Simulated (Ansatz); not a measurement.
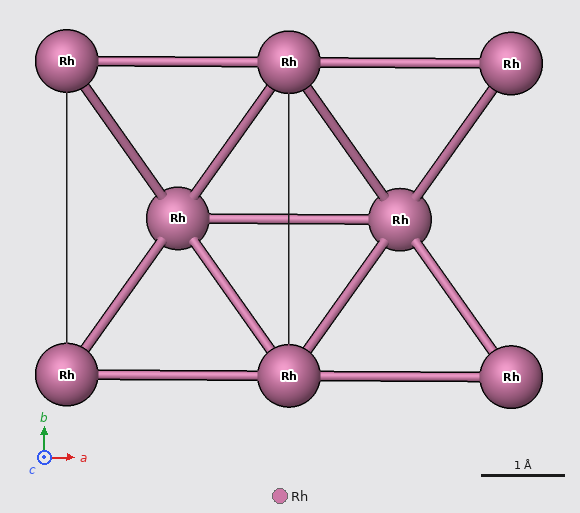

Solid Rh (set up in C2/m), before the relaxation. A ball-and-stick model of the reduced cell, repeated 2 × 1 × 1 with one cell outlined, seen along the c axis. Lengths and directions refer to the drawn axes.

Case: film's bulk on the substrate's plane, third vector and atoms relaxed.

Theory: Ansatz 0.2.0, DFT PBE, scalar-relativistic, plane waves, PAW.

Input file:
```yaml
crystal:
  lattice:
    - [4.6433174443, 0.0, 0.0]
    - [0.0, 5.5086216249, 0.0]
    - [-1.5477724814, 0.0, 2.2022913279]
  atoms:
    - { symbol: Rh, position: [0.0, 0.5, 0.0] }
    - { symbol: Rh, position: [0.5, 0.75, 0.0] }
    - { symbol: Rh, position: [0.0, 0.0, 0.0] }
    - { symbol: Rh, position: [0.5, 0.25, 0.0] }
basis:
  ecutwfc: 420
kpoints:
  mp_grid: { grid: [8, 7, 16] }
hamiltonian:
  xc: pbe
scf:
  occupations: { method: gaussian, width: 0.1 }
output:
  forces: true
  stress: true
  eigenvalues: true
relax:
  adjacent_minimum: "off"
  f_tol: 0.01
  max_steps: 50
  cell: { fix: [a, b, gamma], stress_tol: 0.1 }
```

Run as
```bash
ansatz run input.yaml --threads 8 --pin off --max-ram 20480MiB --backend cpu --events-out ev --progress --plain --runs-dir out
```

> Where does the relaxation end?

The atoms keep their places relative to the cell (all moves are under 0.005 Å). Cell: a 2.692 → 2.705 Å (+0.5 %), b 3.799 → 3.790 Å (−0.2 %), c unchanged at 5.509 Å. Volume +0.2 %. Near-neighbour distances that change, for instance: Rh1–Rh1 2.692 → 2.705 Å. The space group stays C2/m (No. 12). After 2 accepted moves (3 points after the start) the energy has fallen by 0.4 meV per atom. All forces vanish by symmetry, so only the cell relaxes. The pressure goes from −0.50 to −1.11 GPa. At 1 point the geometry stayed and the basis and grid were re-selected for the new cell (energy shift of less than 0.05 meV per atom at most each time).
